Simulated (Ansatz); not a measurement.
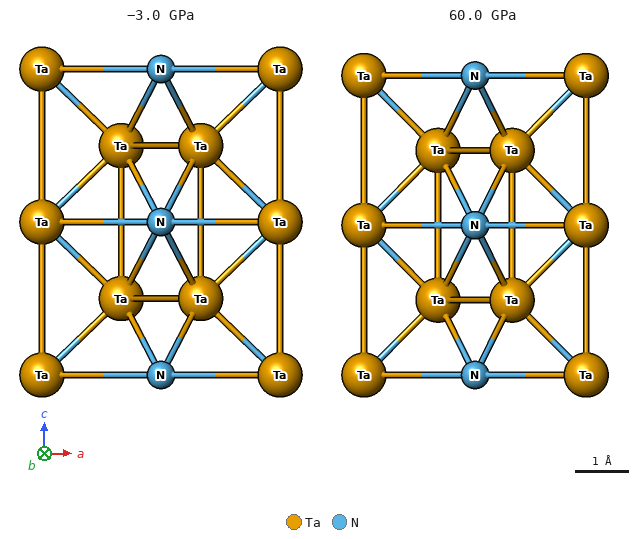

Crystalline TaN (set up in P6/mmm), relaxed (cell and atoms) at several target pressures. The picture shows the first and the last member. Style: ball-and-stick. Shown: the cell of the calculation, repeated 1 × 1 × 2 with one cell outlined, along the b axis.

Computed with Ansatz 0.2.0: DFT PBEsol, scalar-relativistic, plane waves, PAW. Settings: plane-wave cutoff 420 eV; k-point mesh 12 × 12 × 12; occupations gaussian; smearing width 0.1 eV; no spin polarisation; cell and atoms relaxed; force threshold 0.008 eV/Å.

| pressure (GPa) | volume (Å³/atom) | a (Å) | c (Å) |
| --- | --- | --- | --- |
| −3.0 | 11.472 | 5.228 | 2.908 |
| 0.0 | 11.355 | 5.205 | 2.904 |
| 3.0 | 11.243 | 5.183 | 2.899 |
| 8.0 | 11.069 | 5.149 | 2.893 |
| 15.0 | 10.847 | 5.104 | 2.884 |
| 30.0 | ? | ? | ? |
| 60.0 | 9.788 | 4.881 | 2.847 |

> One row is withheld. What does the calculation give there?

Murnaghan's form V = V₀(1 + B′P/B₀)^(−1/B′), with V₀ = 11.355 Å³ from the row at zero pressure, fits the other rows with B₀ = 299 GPa and B′ = 3.87 (largest miss 0.001 Å³). At 30.0 GPa it gives 11.355 × (1 + 3.87 × 30.0/299)^(−1/3.87) = 10.432 Å³ per atom. The calculation gives 10.434 Å³/atom (a = 5.020 Å, c = 2.869 Å). The estimate is 0.002 Å³/atom too low. From the first member to the last: Ta–Ta 3.018 → 2.818 Å, Ta–Ta 3.350 → 3.157 Å, N–Ta 2.614 → 2.440 Å.

The whole series:

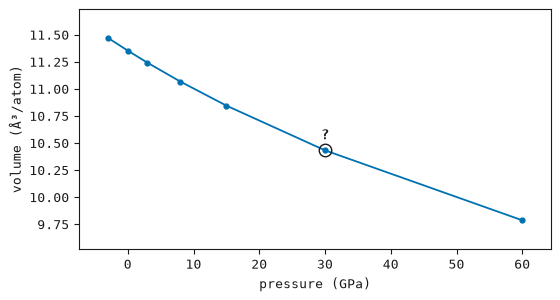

Each member starts from this one structure; whether another phase lies lower wasn't checked.
